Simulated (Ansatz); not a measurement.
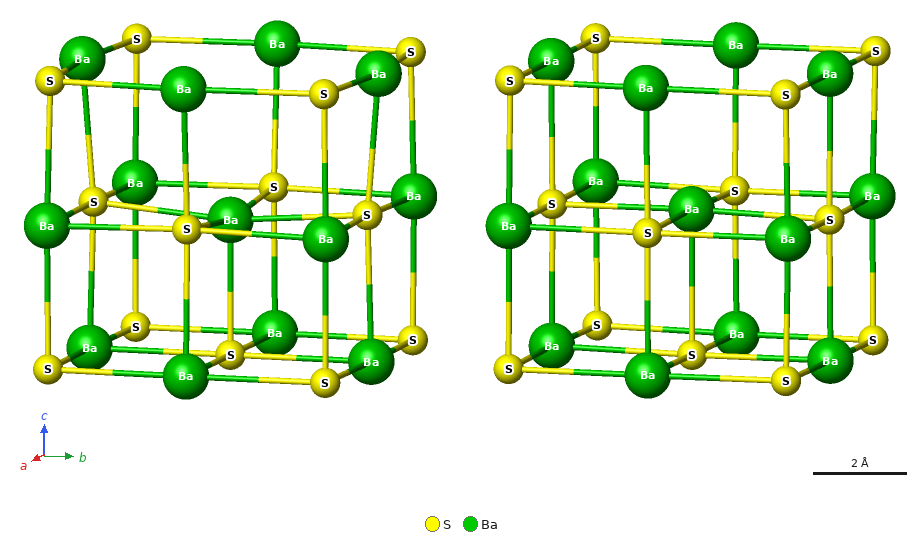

Two geometries of a defect cell of composition S31Ba32 (cell charge +2), drawn at one scale. One is the start of a relaxation, the other its converged end. Style: ball-and-stick. Shown: the atoms within 5.8 Å of the atom that moves most (axes of the cell of the calculation (origin shifted)), slightly off an axis.

These are results of DFT, PBEsol, PAW, plane waves in Ansatz, not measurements. Settings: plane-wave cutoff 420 eV; k-point mesh 1 × 1 × 1; mesh shifted by (0.25, 0.25, 0.25); no spin polarisation; atoms relaxed in a fixed cell; force threshold 0.03 eV/Å; at most 80 steps.

### Which geometry has the lower energy?

The left one is the relaxed one. The energy falls by 1.188 eV per cell of the calculation in 3 geometry steps. Largest force component: 1.3 eV/Å at the start, 0.0014 eV/Å at the end. A Ba atom moves most: 0.24 Å along −c. Largest moves by element: Ba 0.24 Å, S 0.12 Å. The lattice vectors keep their values. Among the contacts that change: Ba–S 3.198 → 2.962 Å, Ba–S 3.095 → 3.217 Å, Ba–S 3.122 → 3.217 Å, Ba–S 3.209 → 3.126 Å. Bond angles that change, for instance: S–Ba–S 177.9° → 170.7°, S–Ba–S 88.4° → 94.7°, S–Ba–S 88.7° → 94.7°.

Limits of the set-up: the cell is charged, on a uniform background, and energies carry no finite-size correction.
